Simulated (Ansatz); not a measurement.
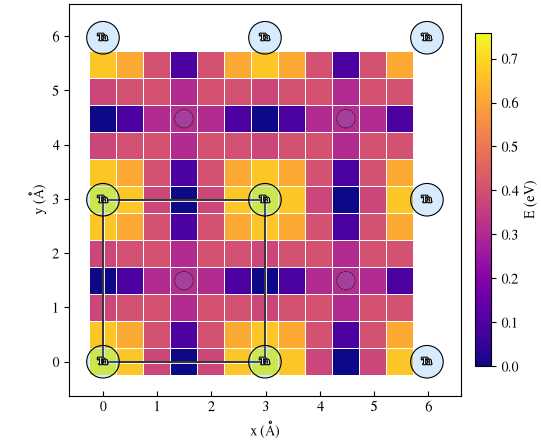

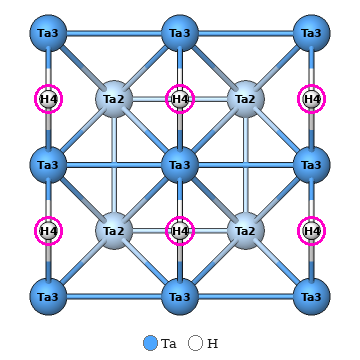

Energy landscape of H on a Ta(100) slab cut from the Fm-3m phase, its upper half relaxed before the scan (3 atoms of substrate and one adsorbate in a 1 × 1 cell). H is moved over the surface cell; relaxed at each place: the height of the adsorbate's atoms; substrate rigid; the origin of the map has the adsorbate above Ta3. Places are given modulo a cell vector. The map is drawn in real space over the plane of the surface. Grid: 6 × 6 points; 10 points were computed and 26 follow by symmetry. Energies: eV, counted from the lowest grid point. With one adsorbate in each 1 × 1 cell, its nearest image is 3.0 Å away, so neighbouring adsorbates interact. Method: Ansatz, DFT PBE, scalar-relativistic, plane waves, PAW. Settings: cutoff 420 eV, k-mesh 9×9×1, gaussian smearing 0.1 eV, no spin polarisation.

Drawn: one coloured cell a grid point, labelled circles for the atoms of the top layer and small ones for the second layer, the outline of one cell of the 2 × 2 shown. The second picture is the structure at the lowest point; rings mark the moved atoms.

> Summarise what can be read from the map.

The lowest grid point is at a bridge site between two Ta atoms, (0/6, 3/6) of the cell vectors; the map holds 2 wells of about this depth. The highest grid point, the top site over a surface Ta atom, (0/6, 0/6) of the cell vectors, lies 0.76 eV above the lowest. At the lowest point the adsorbate has 2 Ta at 1.94 Å as nearest neighbours, at the highest 1 Ta at 1.79 Å. Its relaxed height above the top atom is 1.23 Å at the lowest and 1.79 Å at the highest point.

Grid values (eV):

```csv
"second ↓, first →",0/6,1/6,2/6,3/6,4/6,5/6
5/6,0.67,0.61,0.40,0.10,0.40,0.61
4/6,0.38,0.40,0.41,0.31,0.41,0.40
3/6,0.00,0.10,0.31,0.31,0.31,0.10
2/6,0.38,0.40,0.41,0.31,0.41,0.40
1/6,0.67,0.61,0.40,0.10,0.40,0.61
0/6,0.76,0.67,0.38,0.00,0.38,0.67
```

Time for the 10 points that were run: 12 min on 1 thread of Arm Neoverse N1, with other jobs on the host.

PAW datasets: the set soft_1.
